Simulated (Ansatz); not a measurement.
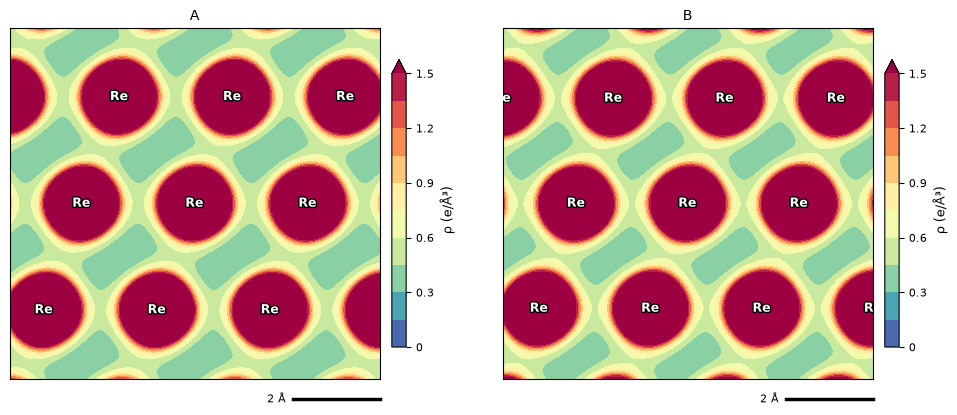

Re. The valence charge density (pseudo) of two cells that differ in size, on the (101̄) plane of each (indices in the axes of the calculation cell), at one length scale and on one colour scale: A has 13.5 Å³ an atom and B 12.9.

Level of theory: Ansatz 0.2.0, DFT, PBEsol, plane waves (420 eV) with PAW, scalar-relativistic.

In a PAW calculation such maps are meaningful between the atoms, not at the nuclei.

The larger cell:

```
Re
1.0
    -1.50032    1.50032    1.50032
     1.50032   -1.50032    1.50032
     1.50032    1.50032   -1.50032
Re
1
Direct
  0.00000 0.00000 0.00000
```

The smaller cell: a = 2.560 Å, b = 2.560 Å, c = 2.560 Å, α = 109.47°, β = 109.47°, γ = 109.47°.

### What does the compression do to the bonding and the properties?

From the larger cell to the smaller, Re–Re goes from 2.60 to 2.56 Å, and the density at its midpoint from 0.55 to 0.58 e/Å³; the pressure goes from 39 to 65 GPa.
